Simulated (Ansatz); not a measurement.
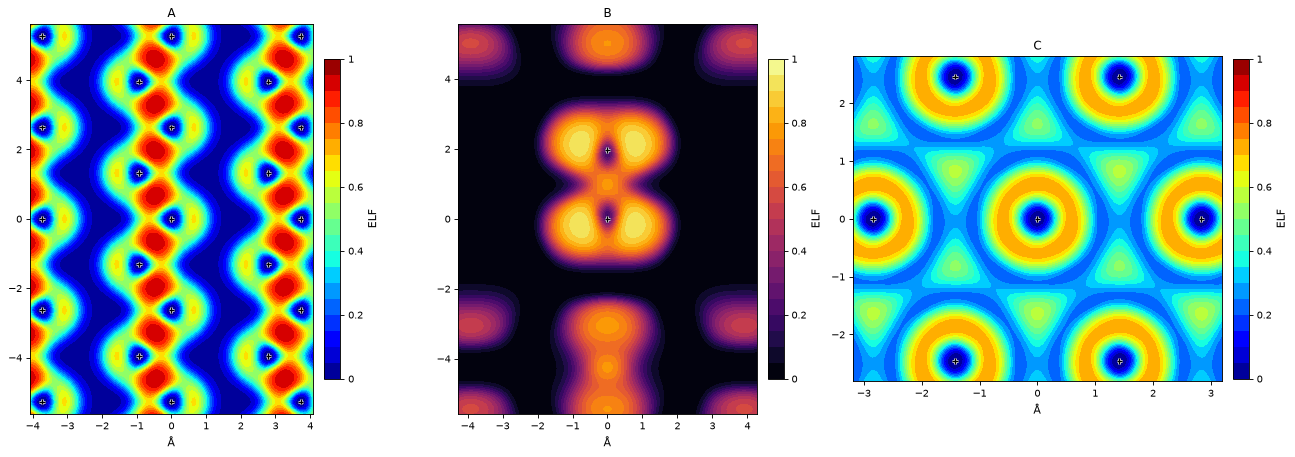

The ELF of 3 systems, each on a plane through atoms (crosses mark nuclei in the plane).

Level of theory: DFT, RPBE, plane waves (420 eV) with PAW, scalar-relativistic (Ansatz 0.2.0).

System 1: Ta, the (001) plane of the conventional cell. Space group P6₃/mmc; set up as Ta, hcp; a generated structure, not necessarily the stable one; changed on purpose from its base cell (volume × 0.92); computed pressure about 18 GPa in this cell.

System 2: C, the (110) plane of the conventional cell. Space group Fd-3m; set up as C, beta-Sn type; a generated structure, not necessarily the stable one; changed on purpose from its base cell (volume × 1.12); computed pressure about −38 GPa in this cell.

```xyz
8
Lattice="2.6352 2.6352 0.0000 -2.6352 2.6352 0.0000 0.0000 0.0000 3.7267" Properties=species:S:1:pos:R:3 pbc="T T T"
C     0.0000    0.0000    0.0000
C    -1.3176    1.3176    1.8634
C     0.0000    2.6352    0.0000
C     1.3176    1.3176    1.8634
C     0.0000    1.3176    0.9317
C    -1.3176    2.6352    2.7950
C     0.0000    3.9529    0.9317
C     1.3176    2.6352    2.7950
```

System 3: Cl, the (011) plane of the conventional cell. Space group Cmce; set up as Cl, solid Cl2 (Cmce); changed on purpose from its base cell (volume × 0.92).

```xyz
8
Lattice="7.8231 0.0000 0.0000 0.0000 5.1778 0.0000 0.0000 0.0000 9.0789" Properties=species:S:1:pos:R:3 pbc="T T T"
Cl    0.0000    0.4956    0.8461
Cl    3.9115    3.0845    0.8461
Cl    0.0000    2.0933    5.3855
Cl    3.9115    4.6822    5.3855
Cl    0.0000    4.6822    8.2328
Cl    3.9115    2.0933    8.2328
Cl    0.0000    3.0845    3.6934
Cl    3.9115    0.4956    3.6934
```

Match each panel to its system.

Panel A is system 2, C: the plane holds C. C–C (1.61 Å): the ELF peaks at about 0.95 between the atoms; localised, covalent bonding. Panel B is system 3, Cl: the plane holds Cl. Cl–Cl (1.96 Å): the ELF peaks at about 0.75 between the atoms (localised, covalent bonding). Panel C is system 1, Ta: the plane holds Ta. Ta–Ta (2.84 Å): the ELF is about 0.30 at the midpoint (no localised pair shows between them).
